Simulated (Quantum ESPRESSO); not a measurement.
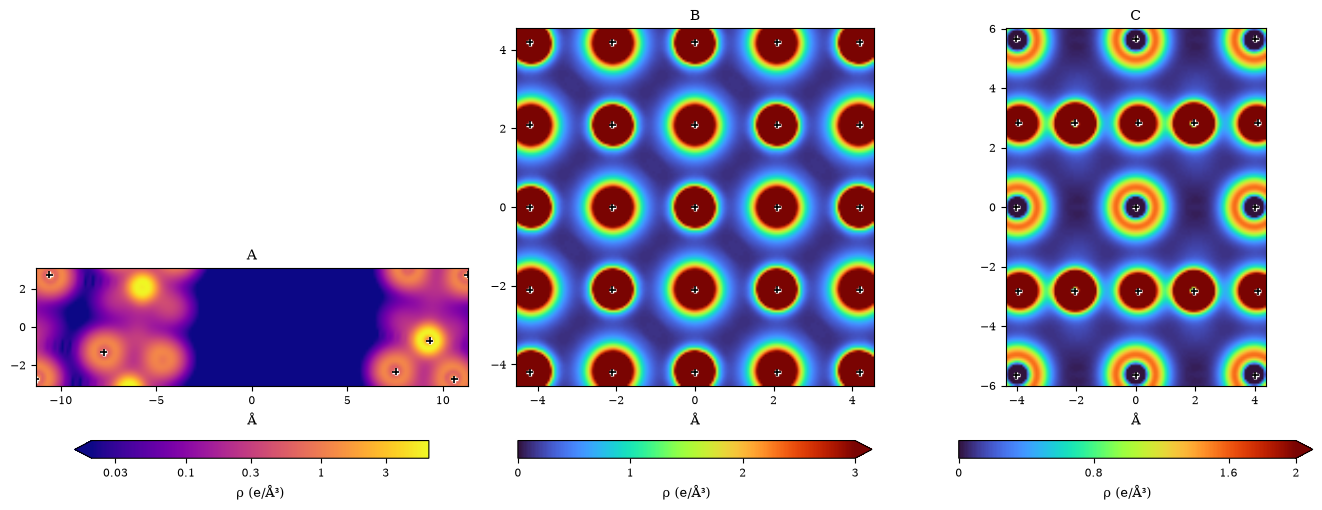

The valence charge density (pseudo) of 3 systems, each on a plane through atoms (crosses mark nuclei in the plane).

Theory: Quantum ESPRESSO, Kohn-Sham DFT of a periodic cell, PBEsol, GBRV 1.5 PBEsol.

System 1: MgO, the (001) plane of the conventional cell. Space group Fm-3m; a structure from a database of computed crystals, not necessarily the ambient phase; computed pressure about 2 GPa in this cell.

```
Mg O
1.0
     4.19400    0.00000    0.00000
     0.00000    4.19400    0.00000
     0.00000    0.00000    4.19400
Mg O
4 4
Direct
  0.00000 0.00000 0.00000
  0.50000 0.50000 0.00000
  0.50000 0.00000 0.50000
  0.00000 0.50000 0.50000
  0.50000 0.00000 0.00000
  0.00000 0.50000 0.00000
  0.00000 0.00000 0.50000
  0.50000 0.50000 0.50000
```

System 2: MoS$_{2}$, the (111) plane of the conventional cell. Space group P-3m1; a structure from a database of computed crystals, not necessarily the ambient phase; computed pressure about −2 GPa in this cell.

System 3: BaTiO$_{3}$, the (110) plane of the conventional cell. Space group P4mm; not relaxed (largest force 0.3 eV/Å); computed pressure about −3 GPa in this cell.

```
CELL_PARAMETERS angstrom
3.99980 0.00000 0.00000
0.00000 3.99980 0.00000
0.00000 0.00000 4.01800
ATOMIC_POSITIONS crystal
Ba 0.00000 0.00000 0.00000
Ti 0.50000 0.50000 0.49000
O 0.00000 0.50000 0.51700
O 0.50000 0.00000 0.51700
O 0.50000 0.50000 0.01900
```

Question: Match each panel to its system.

Answer: Panel A is system 2, MoS$_{2}$: the plane holds Mo and S. Mo–S (2.41 Å): ρ is about 0.61 e/Å³ halfway. Panel B is system 1, MgO: the plane holds Mg and O. Mg–O (2.10 Å): the density is about 0.34 e/Å³ at the midpoint. Panel C is system 3, BaTiO$_{3}$: the plane holds Ba, Ti and O. Ti–O (1.89 Å): ρ is about 0.85 e/Å³ halfway.
